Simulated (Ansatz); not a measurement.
# Ta(110) (Im-3m bulk, 4 atomic planes (those closer than 0.6 Å count as one), 7 Å) with one Ta vacancy in a 2 × 2 cell: simulated STM

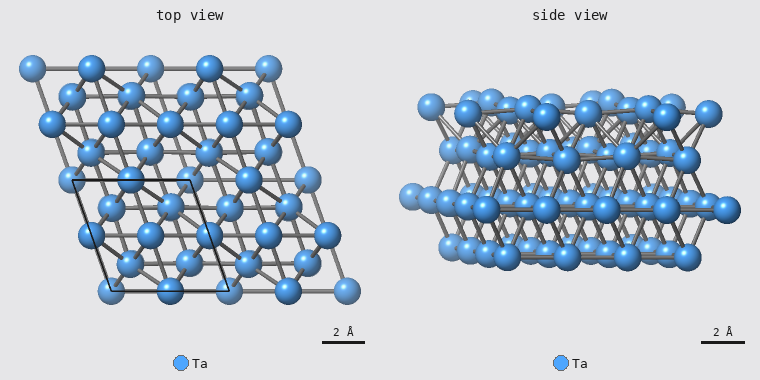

The relaxed structure from above and from the side.

All numbers here come from DFT PBE, scalar-relativistic, plane waves, PAW in Ansatz. Cutoff 420 eV, 11 × 11 k-points, Gaussian smearing 0.1 eV, dipole correction. The slab is a cut without reconstruction beyond its cell, at the source's lattice constants, with its lower half held fixed and the rest relaxed. The defects repeat every 5.7 Å and interact, so states at the Fermi level and the work function belong to this dense array. No spin polarisation. Spin–orbit coupling is left out; with Ta it can shift levels and gaps. The run warns that the functional's potential is rough in the thin density of the vacuum, where the tip is; weak contrasts and barriers may feel it. On this mesh the free atoms still feel up to 0.11 eV/Å.

The STM signal is simulated in the Tersoff–Hamann approximation. Bias windows are sharp sums over the levels of the k mesh.

```
Ta
1.0
     5.72020    0.00000    0.00000
    -1.90673    5.39306    0.00000
     0.00000    0.00000   27.00579
Ta
15
Direct
  0.25000 0.25000 0.37029
  0.25000 0.75000 0.37029
  0.75000 0.25000 0.37029
  0.75000 0.75000 0.37029
  0.00000 0.00000 0.45676
  0.00000 0.50000 0.45676
  0.50000 0.00000 0.45676
  0.50000 0.50000 0.45676
  0.24139 0.24139 0.54871
  0.25488 0.74512 0.54166
  0.74512 0.25488 0.54166
  0.75861 0.75861 0.54871
  0.00000 0.50000 0.62055
  0.50000 0.00000 0.62055
  0.50000 0.50000 0.62904
```

The last single point, restarted from the relaxation's density, took 5.2 min on 4 threads of Arm Neoverse V1, with other jobs on the host, peak memory 4.2 GiB.

## 1. The defect in the image

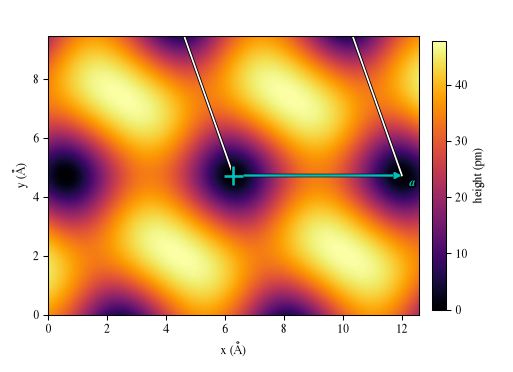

Constant-current image at a set point of 1.1 × 10⁻⁴ e/Å³, sample bias −1.00 V, of Ta(110) (Im-3m bulk, 4 atomic planes (those closer than 0.6 Å count as one), 7 Å) with one defect or adsorbate in every 2 × 2 cell; the cross marks its site, and a white outline, where drawn, is that cell.

Q: The feature is a Ta vacancy. How does it appear?

A: Its site appears as a dip 48 pm below the bright spots that ring it, and 43 pm below the mean of the area farther than 2.8 Å from it. The brightest spots lie over some of the top Ta atoms; the darkest points are over the vacancy.

## 2. One image

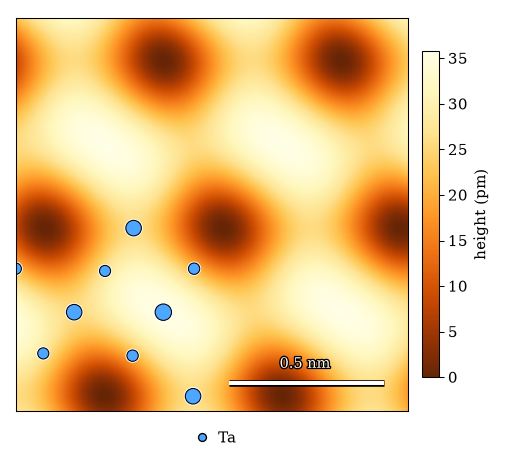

Constant-current image at a set point of 2.4 × 10⁻⁵ e/Å³ of this surface, sample bias −0.50 V. The atoms seen from above are drawn over one corner (deeper ones smaller).

Q: Which atoms or sites appear bright, which dark, and how strong is the contrast?

A: The brightest spots lie over some of the top Ta atoms; the darkest points are over the vacancy. The corrugation is 36 pm at a mean tip height of 4.5 Å.

## 3. Approach curves

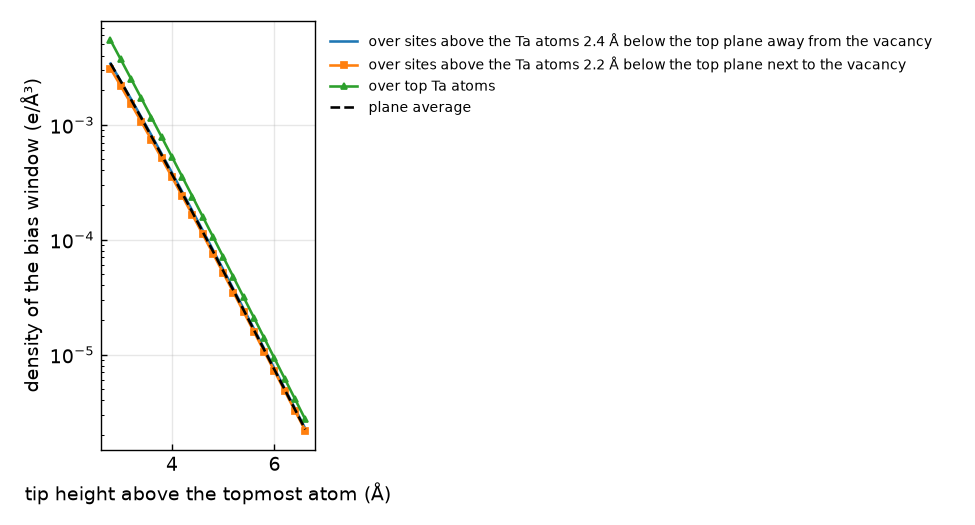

Approach curves over this surface at a sample bias of +1.50 V.

Q: Estimate the decay constant and the apparent barrier, and compare with the vacuum level, which the run puts 4.11 eV above zero bias.

A: Near 4 Å the plane average falls as exp(−1.90 z/Å), a factor of 6.7 per ångström, which gives an apparent barrier of 3.5 eV (0.952 eV Å² times the slope squared). The upper edge of the window lies 2.61 eV under the vacuum level. The apparent barrier is above 2.61 eV. At 4 Å the 0.50 eV of states nearest the upper edge carry 34 % of the density.

## 4. States by depth

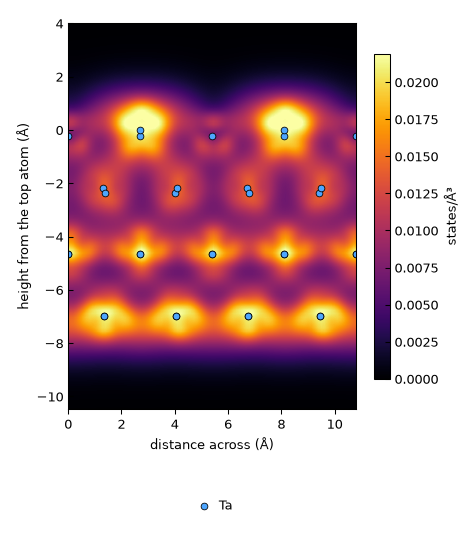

Density of all states between 0.00 and +0.25 eV (zero: the Fermi level) of this surface: side view, averaged along the second cell vector.

The picture shows the smooth PAW orbitals' density alone, which lacks about 8 % of these states' charge, near the nuclei; the shares below count all of it.

Q: Where in the slab do these states sit?

A: The window holds 4 states per cell. Shares by plane (space cut midway between planes), top to bottom: Ta (3 atoms) 26 %, Ta (4 atoms) 19 %, Ta (4 atoms) 24 %, Ta (4 atoms) 31 %; the outer planes' shares include the vacuum, and density in a gap between layers is shared out between the planes on either side.

## 5. Bias series

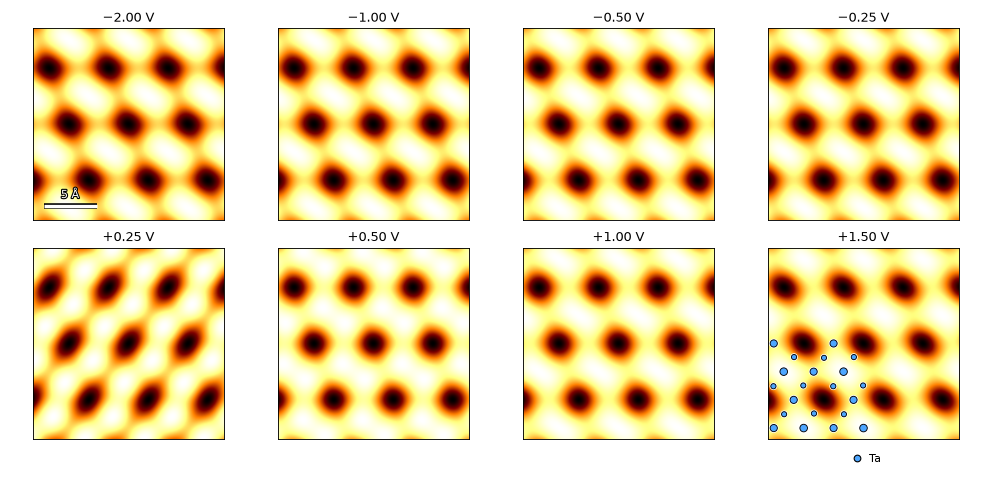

Constant-current images of this surface at 8 sample biases, each on its own colour scale; the last has the atoms seen from above drawn over one corner (deeper ones smaller).

Q: How do the images change with bias?

A:
| bias | set point (e/Å³) | corrugation | brightest over |
| --- | --- | --- | --- |
| −2.00 V | 1.2 × 10⁻⁴ | 46 pm | some of the top Ta atoms |
| −1.00 V | 1.1 × 10⁻⁴ | 48 pm | some of the top Ta atoms |
| −0.50 V | 7.0 × 10⁻⁵ | 47 pm | some of the top Ta atoms |
| −0.25 V | 4.7 × 10⁻⁵ | 45 pm | some of the top Ta atoms |
| +0.25 V | 2.5 × 10⁻⁵ | 51 pm | sites above the Ta atoms 2.4 Å below the top plane away from the vacancy |
| +0.50 V | 7.9 × 10⁻⁵ | 52 pm | points 1.3 Å to the side of the top Ta atoms and top Ta atoms |
| +1.00 V | 2.5 × 10⁻⁴ | 57 pm | some of the top Ta atoms |
| +1.50 V | 3.7 × 10⁻⁴ | 59 pm | some of the top Ta atoms |

The slab has states at the Fermi level, so this model gives a current down to small biases. Its work function (top face) is 4.11 eV.
